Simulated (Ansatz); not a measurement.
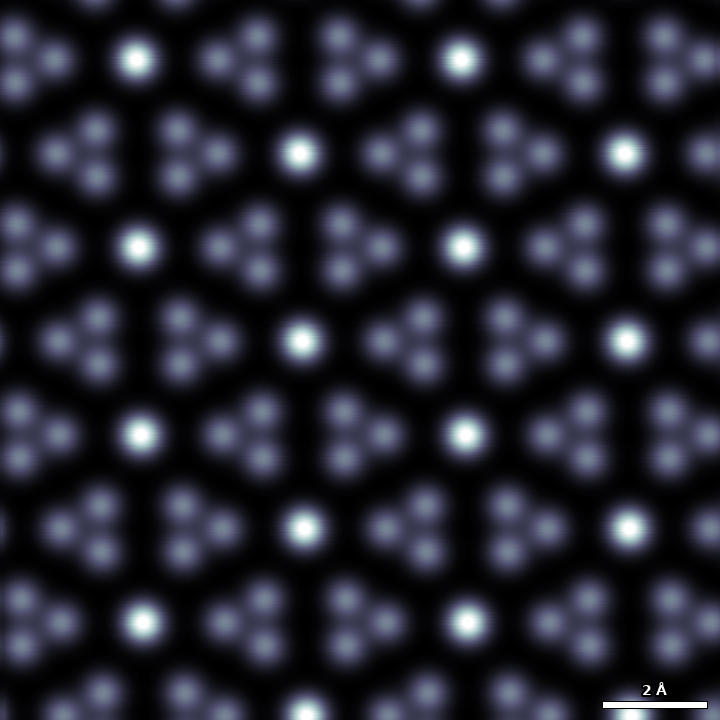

An image along [111] of one of the structures below (computed or model cells, partly hypothetical, each in its standard cell). The image is simulated as a sum over atoms of Z^1.7, blurred by a 0.64 Å probe (no channelling). The probe carries 25 % of its weight in a tail 2.5 times as wide. A slight drift was added.

A. Mn
Space group Im-3m (No. 229). a = 2.795 Å, b = 2.795 Å, c = 2.795 Å, α = 90.00°, β = 90.00°, γ = 90.00°
```csv
atom,site,symmetry,x,y,z
Mn,2a,m-3m,0.0000,0.0000,0.0000
```

B. Co
Space group I4_1/amd:1 (No. 141). a = 4.240 Å, b = 4.240 Å, c = 2.426 Å, α = 90.00°, β = 90.00°, γ = 90.00°
```json
{"atom": "Co", "site": "4a", "symmetry": "-4m2", "x": "0.0000", "y": "0.0000", "z": "0.0000"}
```

C. Co
Space group Pm-3n (No. 223). a = 4.467 Å, b = 4.467 Å, c = 4.467 Å, α = 90.00°, β = 90.00°, γ = 90.00°
| atom | site | symmetry | x | y | z |
| --- | --- | --- | --- | --- | --- |
| Co | 2a | m-3. | 0.0000 | 0.0000 | 0.0000 |
| Co | 6c | -4m.2 | 0.2500 | 0.0000 | 0.5000 |

D. Co
Space group Pm-3m (No. 221). a = 2.285 Å, b = 2.285 Å, c = 2.285 Å, α = 90.00°, β = 90.00°, γ = 90.00°
```csv
atom,site,symmetry,x,y,z
Co,1a,m-3m,0.0000,0.0000,0.0000
```

Question: Which structure was imaged?

Answer: C, Co. Along [111] the projected cells are A 2.28 × 2.28 Å, 120°; B 2.25 × 3.20 Å, 111°; C 3.65 × 3.65 Å, 120°; D 1.87 × 1.87 Å, 120°. The image repeats as C does, and its brightest columns are Co.

Structure C: the end point of a relaxation with Ansatz, DFT, PBE, plane waves (420 eV) with PAW, scalar-relativistic; the starting structure was generated, so it need not be a known form of this composition.
